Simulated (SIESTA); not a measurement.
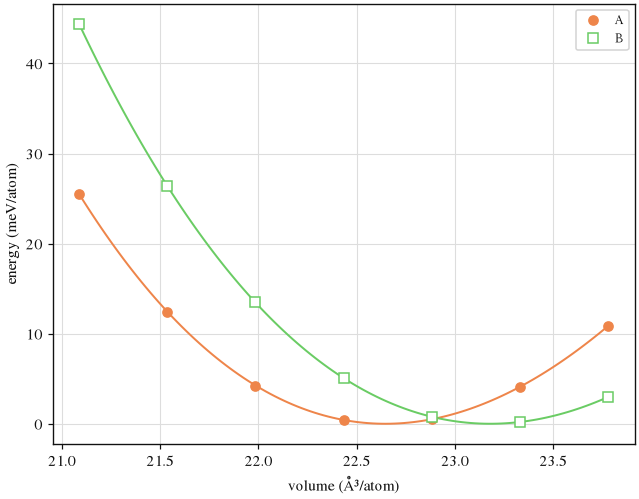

The figure compares two calculations of the energy against volume, each curve from its own zero. The first is for As, space group Cmce (No. 64).

The cell holds 4 atoms.

How it was computed, with SIESTA 5.4.2: DFT in numerical atomic orbitals with pseudopotentials, no spin polarisation; energies at scaled volumes of the given cell, shape and fractions fixed, counted from the fit's minimum, third-order Birch-Murnaghan fit. Level: PBEsol.

k mesh 8×8×6; occupations Fermi–Dirac; smearing width 0.05 eV; potentials PseudoDojo 0.4 standard, converted to PSML, two zetas on semicore shells; program settings basis DZP, mesh cutoff 500 Ry.

In the second, the level changes from PBEsol to LDA.

Q: Which of A and B is the second calculation, and what did the change do?

A: A. The equilibrium volume falls from 23.18 to 22.65 Å³/atom (−2.3 %) and the bulk modulus rises from 64.0 to 67.0 GPa (+4.7 %).

For both, limits of the calculation: mulliken charges of long orbitals; shape and atomic fractions are frozen while scaling, which makes layered, chain and framework solids too stiff.

V0 and the bulk modulus come from third-order Birch–Murnaghan fits.
